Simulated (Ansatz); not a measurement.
Cell and atoms:

```
Al Ru
1.0
     4.41492    0.00000    0.00000
    -2.20746    4.22249    0.00000
     0.00000    0.00000   23.62238
Al Ru
8 4
Cartesian
  2.2075 2.8789 8.4853
  0.0000 1.3435 8.4853
  0.0000 2.8789 10.6928
  2.2075 1.3435 10.6928
  2.2075 2.8884 12.9042
  0.0000 1.3341 12.9042
  0.0000 2.8650 15.1371
  2.2075 1.3575 15.1371
  2.2075 0.0000 8.4853
  0.0000 0.0000 10.6928
  2.2075 0.0000 12.8655
  0.0000 0.0000 15.0176
```

Describe what this structure looks like.

Answer. The solid is Al$_{2}$Ru. One cell contains 8 Al, 4 Ru, 12 atoms in all. Within bonding distance, the neighbour counts come to Al 8 to 10 (mean 9.0) and Ru 8 to 10 (mean 9.0). Not all metal-metal contacts are counted.

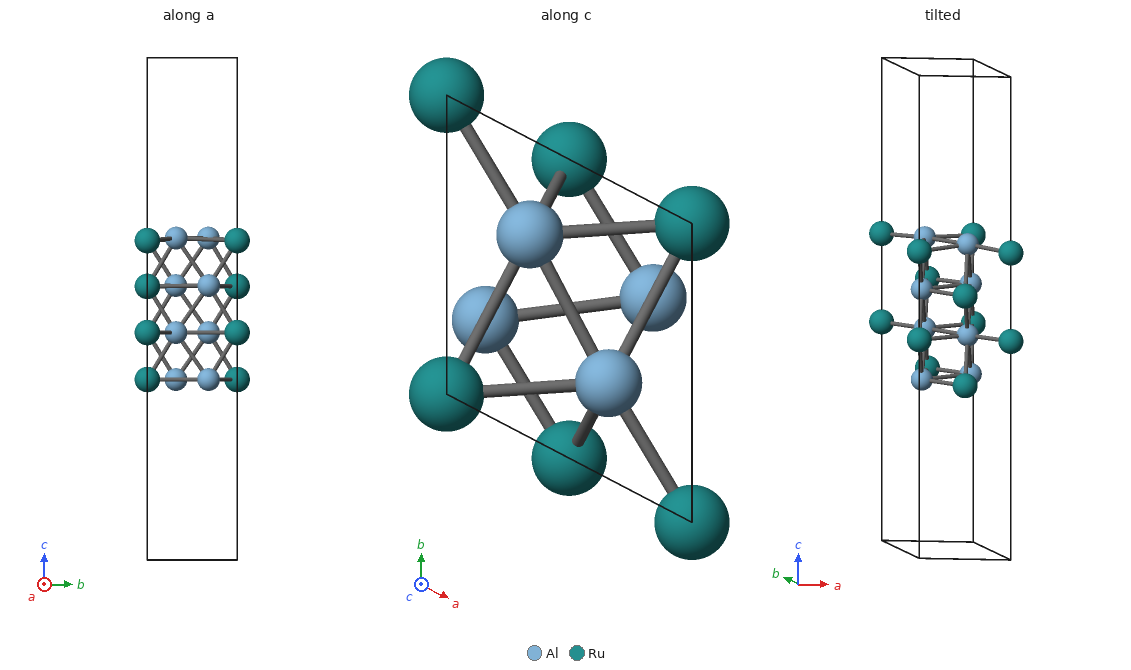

Shown here is a ball-and-stick view of the crystal, taken along the a axis, along the c axis and slightly off an axis. The edges of the simulation cell are marked. Colours: aluminium light blue, ruthenium teal.

The structure was taken from a structure listed in the Materials Project, from which a slab was cut. The atoms were relaxed in a fixed cell with DFT r2SCAN, scalar-relativistic, plane waves, PAW (Ansatz), but for six held in place.

At this level of theory the cell isn't at rest (forces up to 1.0 eV/Å), so its distances can differ from those at equilibrium, the more so the softer the solid.
